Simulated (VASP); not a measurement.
# Run report: AlN, geometry relaxation (part 2 of 2)

The same run, continued: AlN (F-43m, 2 atoms in the cell); Kohn-Sham DFT of a periodic cell, PBE, VASP PAW PBE potentials, recommended, no spin polarisation (VASP 6.6.1); cutoff 520 eV, 12×12×12 k-mesh, Gaussian smearing of 1 eV. The structure derives from a Materials Project entry.

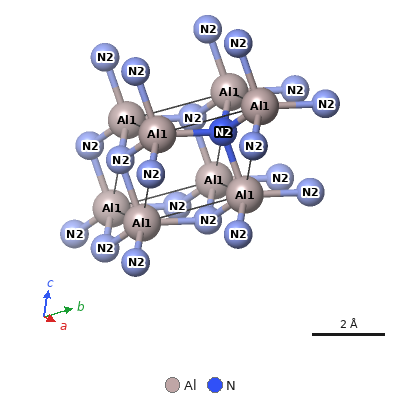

Figure 1. The geometry at step 1 of the log (ball-and-stick view of the cell of the calculation, seen slightly off an axis; neighbours outside the cell are drawn fainter; atoms are numbered from 1 in the order of the input).

**Parts of OUTCAR, continued**
```
   IVDW    =     0    specifies the selected vdW correction
   LEPSILON=     F    determine dielectric tensor
   LRPA    =     F    only Hartree local field effects (RPA)
 conjugate gradient relaxation of ions
 non-spin polarized calculation
 Gauss-broadening in eV      SIGMA  =   1.00
  energy-cutoff  :      520.00
  volume of cell :       20.83
 maximum number of plane-waves:       569
   NGX = 11   NGY = 11   NGZ = 11

--------------------------------------- Ionic step        1  -------------------------------------------

 number of electron       8.0000000 magnetization

 Free energy of the ion-electron system (eV)
  ---------------------------------------------------
  ext. energy  EPLUGINS =         0.00000000
  ---------------------------------------------------
  free energy    TOTEN  =       -14.84064737 eV

  energy without entropy =      -14.83865583  energy(sigma->0) =      -14.83965160

------------------------ aborting loop because EDIFF is reached ----------------------------------------

  FORCE on cell =-STRESS in cart. coord.  units (eV):
  Direction    XX          YY          ZZ          XY          YZ          ZX
  --------------------------------------------------------------------------------------
  -------------------------------------------------------------------------------------
  Total        0.5985227      0.5985227      0.5985227      0.0000000     -0.0000000      0.0000000
  in kB       46.0264145     46.0264145     46.0264145      0.0000000     -0.0000000      0.0000000
  external PRESSURE =      46.0264145 kB  Pullay stress =       0.0000000 kB

 VOLUME and BASIS-vectors are now :
 -----------------------------------------------------------------------------
  energy-cutoff  :      520.00
  volume of cell :       20.83
      direct lattice vectors                 reciprocal lattice vectors
     0.000000000  2.183993560  2.183993560    -0.228938404  0.228938404  0.228938404
     2.183993560  0.000000000  2.183993560     0.228938404 -0.228938404  0.228938404
     2.183993560  2.183993560  0.000000000     0.228938404  0.228938404 -0.228938404

 POSITION                                       TOTAL-FORCE (eV/Angst)
 -----------------------------------------------------------------------------------
      0.00000      0.00000      0.00000         0.000000      0.000000      0.000000
      3.27599      3.27599      3.27599        -0.000000     -0.000000     -0.000000
 -----------------------------------------------------------------------------------
    total drift:                               -0.000000     -0.000000     -0.000000

  FREE ENERGIE OF THE ION-ELECTRON SYSTEM (eV)
  ---------------------------------------------------
  free  energy   TOTEN  =       -14.8406473671 eV

  energy  without entropy=      -14.8386558300  energy(sigma->0) =      -14.83965160

--------------------------------------- Ionic step        2  -------------------------------------------

 number of electron       8.0000002 magnetization

------------------------ aborting loop because EDIFF is reached ----------------------------------------

  FORCE on cell =-STRESS in cart. coord.  units (eV):
  Direction    XX          YY          ZZ          XY          YZ          ZX
  --------------------------------------------------------------------------------------
  -------------------------------------------------------------------------------------
  Total       -0.5169984     -0.5169984     -0.5169984      0.0000000      0.0000000     -0.0000000
  in kB      -38.0838017    -38.0838017    -38.0838017      0.0000000      0.0000000     -0.0000000
  external PRESSURE =     -38.0838017 kB  Pullay stress =       0.0000000 kB

 VOLUME and BASIS-vectors are now :
 -----------------------------------------------------------------------------
  energy-cutoff  :      520.00
  volume of cell :       21.75
      direct lattice vectors                 reciprocal lattice vectors
     0.000000000  2.215524228  2.215524228    -0.225680222  0.225680222  0.225680222
     2.215524228 -0.000000000  2.215524228     0.225680222 -0.225680222  0.225680222
     2.215524228  2.215524228  0.000000000     0.225680222  0.225680222 -0.225680222

 POSITION                                       TOTAL-FORCE (eV/Angst)
 -----------------------------------------------------------------------------------
      0.00000      0.00000      0.00000         0.000000      0.000000      0.000000
      3.32329      3.32329      3.32329        -0.000000     -0.000000     -0.000000
 -----------------------------------------------------------------------------------
    total drift:                                0.000000      0.000000      0.000000

  FREE ENERGIE OF THE ION-ELECTRON SYSTEM (eV)
  ---------------------------------------------------
  free  energy   TOTEN  =       -14.8420559681 eV

  energy  without entropy=      -14.8398493874  energy(sigma->0) =      -14.84095268

--------------------------------------- Ionic step        3  -------------------------------------------

 number of electron       8.0000001 magnetization

 Free energy of the ion-electron system (eV)
  ---------------------------------------------------
  ext. energy  EPLUGINS =         0.00000000
  ---------------------------------------------------
  free energy    TOTEN  =       -14.84736264 eV

  energy without entropy =      -14.84526639  energy(sigma->0) =      -14.84631451

 E-fermi :   7.7538     XC(G=0): -10.8354     alpha+bet :-15.5940

 val. band max:        5.7569722401   @ k =   0.0000   0.0000   0.0000
 cond. band min:       9.0635028207   @ k =   0.5000   0.5000   0.0000
 fundamental gap:      3.3065305805
 Fermi energy:         7.7537726314

 k-point     1 :       0.0000    0.0000    0.0000
  band No.  band energies     occupation
      1      -9.0931      2.00000
      2       5.7570      1.99526
      3       5.7570      1.99526
      4       5.7570      1.99526
      5       9.7540      0.00467
      6      18.0952      0.00000
      7      18.0952      0.00000
      8      18.0952      0.00000

 k-point     2 :       0.0833    0.0000    0.0000
  band No.  band energies     occupation
      1      -8.9939      2.00000
      2       5.1668      1.99975
      3       5.7208      1.99596
      4       5.7208      1.99596
      5      10.2445      0.00043
      6      17.8170      0.00000
      7      18.1943      0.00000
      8      18.1943      0.00000

 k-point     3 :       0.1667    0.0000    0.0000
  band No.  band energies     occupation
      1      -8.7065      2.00000
      2       3.9155      2.00000
      3       5.6254      1.99739
      4       5.6254      1.99739
      5      11.1822      0.00000
      6      17.1890      0.00000
      7      18.2661      0.00000
      8      18.2661      0.00000

 k-point     4 :       0.2500    0.0000    0.0000
  band No.  band energies     occupation
      1      -8.2669      2.00000
      2       2.5313      2.00000
      3       5.5027      1.99854
      4       5.5027      1.99854
      5      12.0200      0.00000
      6      16.5231      0.00000
      7      17.8986      0.00000
      8      17.8986      0.00000

 k-point     5 :       0.3333    0.0000    0.0000
  band No.  band energies     occupation
      1      -7.7510      2.00000
      2       1.2696      2.00000
      3       5.3878      1.99918
      4       5.3878      1.99918
      5      12.5705      0.00000
      6      15.9735      0.00000
      7      17.3301      0.00000
      8      17.3301      0.00000

 [... the levels of 18 k-points are left out ...]

 k-point    24 :      -0.4167    0.1667    0.0000
  band No.  band energies     occupation
      1      -6.9377      2.00000
      2       0.4559      2.00000
      3       3.9998      2.00000
      4       5.0491      1.99987
      5      13.2917      0.00000
      6      14.3767      0.00000
      7      17.6319      0.00000
      8      17.7195      0.00000

 [... further k-points ...]

------------------------ aborting loop because EDIFF is reached ----------------------------------------

  FORCE on cell =-STRESS in cart. coord.  units (eV):
  Direction    XX          YY          ZZ          XY          YZ          ZX
  --------------------------------------------------------------------------------------
  -------------------------------------------------------------------------------------
  Total       -0.0005642     -0.0005642     -0.0005642      0.0000000      0.0000000      0.0000000
  in kB       -0.0424160     -0.0424160     -0.0424160      0.0000000      0.0000000      0.0000000
  external PRESSURE =      -0.0424160 kB  Pullay stress =       0.0000000 kB

 VOLUME and BASIS-vectors are now :
 -----------------------------------------------------------------------------
  energy-cutoff  :      520.00
  volume of cell :       21.31
      direct lattice vectors                 reciprocal lattice vectors
     0.000000000  2.200562619  2.200562619    -0.227214620  0.227214620  0.227214620
     2.200562619 -0.000000000  2.200562619     0.227214620 -0.227214620  0.227214620
     2.200562619  2.200562619  0.000000000     0.227214620  0.227214620 -0.227214620

 POSITION                                       TOTAL-FORCE (eV/Angst)
 -----------------------------------------------------------------------------------
      0.00000      0.00000      0.00000        -0.000000     -0.000000     -0.000000
      3.30084      3.30084      3.30084         0.000000      0.000000      0.000000
 -----------------------------------------------------------------------------------
    total drift:                               -0.000000     -0.000000     -0.000000

  FREE ENERGIE OF THE ION-ELECTRON SYSTEM (eV)
  ---------------------------------------------------
  free  energy   TOTEN  =       -14.8473626382 eV

  energy  without entropy=      -14.8452663879  energy(sigma->0) =      -14.84631451

 reached required accuracy - stopping structural energy minimisation
```

**CONTCAR**
```
AlN
   1.00000000000000
     0.0000000000000000    2.2005626186029121    2.2005626186029121
     2.2005626186029121   -0.0000000000000000    2.2005626186029121
     2.2005626186029121    2.2005626186029121    0.0000000000000000
  Al              N
     1     1
Direct
     0.0000000000000000    0.0000000000000000    0.0000000000000000
     0.7500000000000000    0.7500000000000000    0.7500000000000000

  0.00000000E+00  0.00000000E+00  0.00000000E+00
  0.00000000E+00  0.00000000E+00  0.00000000E+00
```

**Trajectory as extended XYZ (Å, eV, eV/Å), 3 frames, from step=0 to step=2**
```
2
Lattice="0.0000 2.1840 2.1840 2.1840 0.0000 2.1840 2.1840 2.1840 0.0000" Properties=species:S:1:pos:R:3:forces:R:3 step=0 energy=-14.84065
Al    0.0000    0.0000    0.0000    0.0000   0.0000   0.0000
N     3.2760    3.2760    3.2760    0.0000   0.0000   0.0000
2
Lattice="0.0000 2.2155 2.2155 2.2155 -0.0000 2.2155 2.2155 2.2155 0.0000" Properties=species:S:1:pos:R:3:forces:R:3 step=1 energy=-14.84206
Al    0.0000    0.0000    0.0000    0.0000   0.0000   0.0000
N     3.3233    3.3233    3.3233    0.0000   0.0000   0.0000
2
Lattice="0.0000 2.2006 2.2006 2.2006 -0.0000 2.2006 2.2006 2.2006 0.0000" Properties=species:S:1:pos:R:3:forces:R:3 step=2 energy=-14.84736
Al    0.0000    0.0000    0.0000    0.0000   0.0000   0.0000
N     3.3008    3.3008    3.3008    0.0000   0.0000   0.0000
```

This output came from the following input.

**INCAR**
```
SYSTEM = AlN
PREC = Accurate
ENCUT = 520
EDIFF = 1E-7
ISMEAR = 0
SIGMA = 1.0
LREAL = .False.
LASPH = .True.
NELM = 80
ALGO = Normal
ISIF = 3
LWAVE = .False.
LCHARG = .False.
GGA = PE
IBRION = 2
NSW = 80
EDIFFG = -0.002
```

**KPOINTS**
```
Automatic mesh
0
Gamma
  12 12 12
  0 0 0
```

**POSCAR**
```
AlN
1.0
    0.0000000000      2.1839935600      2.1839935600
    2.1839935600      0.0000000000      2.1839935600
    2.1839935600      2.1839935600      0.0000000000
Al N
1 1
Direct
    0.0000000000      0.0000000000      0.0000000000
    0.7500000000      0.7500000000      0.7500000000
```

Command:
```bash
cat potpaw_PBE.64/Al/POTCAR potpaw_PBE.64/N/POTCAR > POTCAR
mpirun -np 1 vasp_std > vasp.out
```

**Key numbers**

- outcome: converged
- space group (tolerance 0.01 Å): F-43m (216)
- electrons treated: 8
- free energy: −14.8474 eV
- Fermi energy: 7.754 eV
- gap on the k-point mesh: 3.31 eV
- pressure: 0.00 GPa
- final volume: 21.31 Å³
- largest force (length of the vector) at the end: under 0.001 eV/Å
- final cell: a = 3.112 Å, b = 3.112 Å, c = 3.112 Å, α = 60.00°, β = 60.00°, γ = 60.00°
- hardware: 1 thread of Intel Xeon @ 2.90GHz (Ice Lake), 64 GiB of memory available, shared host
- wall time: 12 s
- peak memory: 0.14 GiB
